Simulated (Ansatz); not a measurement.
**Ba$_{15}$O$_{16}$ (cell with a defect): density, localisation and related maps**

```
Ba O
1.0
     5.57400    5.57400    5.57400
     5.57400   -5.57400   -5.57400
    -5.57400    5.57400   -5.57400
Ba O
15 16
Direct
  0.99665 0.00000 0.00335
  0.75000 0.75335 0.49665
  0.25000 0.00000 0.75000
  0.99665 0.75335 0.25000
  0.50335 0.00000 0.49665
  0.25671 0.75335 0.00335
  0.75000 0.50000 0.75000
  0.99665 0.49329 0.49665
  0.50335 0.75335 0.75671
  0.75000 0.24665 0.00335
  0.25000 0.50000 0.25000
  0.50335 0.50671 0.00335
  0.99665 0.24665 0.74329
  0.24329 0.24665 0.49665
  0.50335 0.24665 0.25000
  0.47745 0.72745 0.25000
  0.75000 0.72745 0.97745
  0.50000 0.50000 0.50000
  0.00000 0.75000 0.75000
  0.75000 0.50000 0.25000
  0.25000 0.75000 0.50000
  0.00000 0.50000 0.00000
  0.50000 0.25000 0.75000
  0.75000 0.27255 0.52255
  0.25000 0.50000 0.75000
  0.47745 0.00000 0.97745
  0.02255 0.27255 0.25000
  0.25000 0.25000 0.00000
  0.75000 0.00000 0.75000
  0.02255 0.00000 0.52255
  0.25000 0.00000 0.25000
```

Spin-polarised.

Theory: DFT PBE, scalar-relativistic, plane waves, PAW in Ansatz.

Core electrons are frozen (PAW), and the valence fields are smoothed inside the atomic spheres.

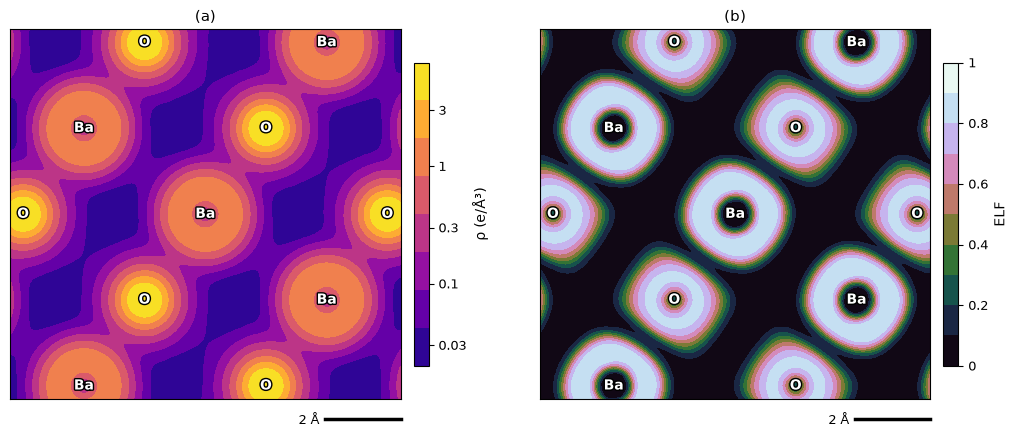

Figure 1. (a) valence charge density (pseudo); (b) electron localisation function on the (010) plane of the calculation cell.

Read the bonding off the picture.

Answer. Atoms in the plane: Ba and O.
Ba–O (2.79 Å): the density is about 0.22 e/Å³ at the midpoint; the ELF is about 0.15 at the midpoint; a largely ionic contact.
Between the atoms the lowest density in this plane is 0.02 e/Å³.
The features right at Ba lie inside the PAW spheres, where the map follows smoothed inner orbitals and isn't to be read closely.

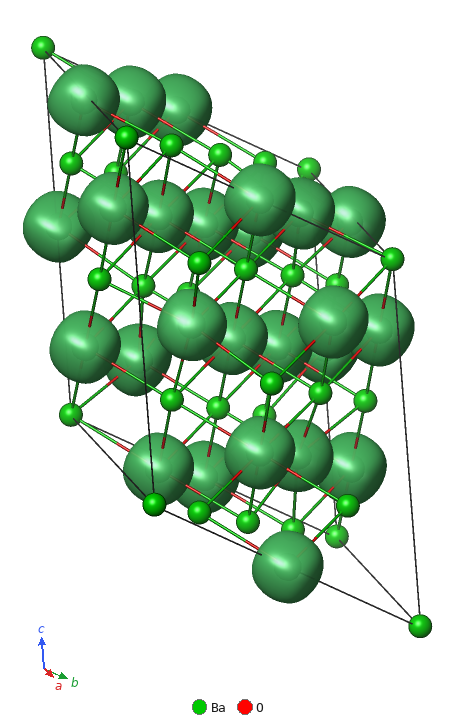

Figure 2. Isosurface of the electron localisation function at 0.7 (green), seen slightly off an axis. Only the valence region is drawn (cores and ρ < 0.01 e/Å³ removed). Sticks mark near contacts.

Describe the localisation domains.

Answer. The ELF exceeds this value in 16 regions wrapped around O (the valence shell of each), counted in one cell of 31 atoms. Regions shared between cells count once. Profiles from the grid: Ba–O (2.54 Å): the ELF is about 0.20 at the midpoint (an ionic contact with no shared pair). Ba–O (2.76 Å): the ELF is about 0.15 at the midpoint: a closed-shell, largely ionic contact.
